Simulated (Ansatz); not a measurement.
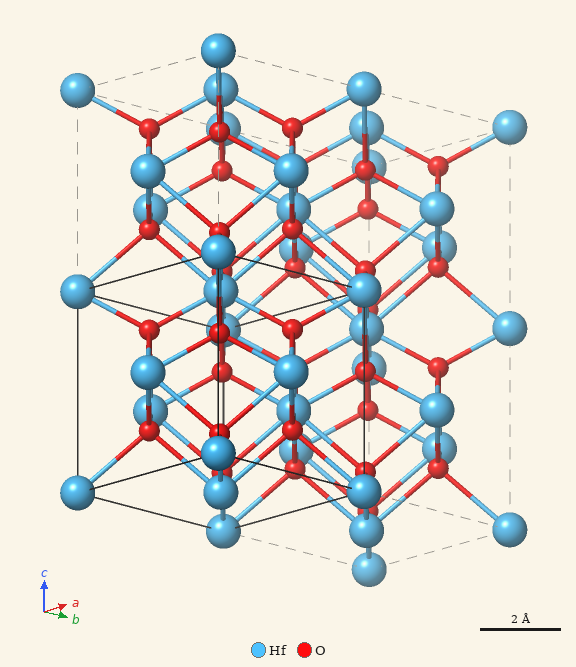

This ball-and-stick model is shown from a general direction. 1×2×2 cells are drawn; the solid outline is the drawn cell (a repeat of the simulation cell). Cell: a = 5.097 Å, b = 5.097 Å, c = 5.264 Å, α = 90.00°, β = 90.00°, γ = 90.00°.

Explain the picture.

- The solid is HfO2.
- Strictly the space group is Pmn2_1 (No. 31, within 0.01 Å). It is a distorted form of a face-centred cubic structure, space group Fm-3m (No. 225) within 0.60 Å: fluorite (CaF₂ type).
- Atoms per cell: 12 (4 Hf, 8 O).
- Each Hf atom is coordinated by eight O in a distorted cubic arrangement at about 2.1 to 2.4 Å. The coordination shell of O holds four Hf in a distorted tetrahedral arrangement at about 2.1 to 2.4 Å. Not all metal-metal contacts are counted.
- The bonds build a three-dimensional framework.

The cell started as a structure listed in the Materials Project. The cell was then strained or its atoms displaced on purpose. The atoms were relaxed in a fixed cell with DFT PBE, scalar-relativistic, plane waves, PAW in Ansatz.
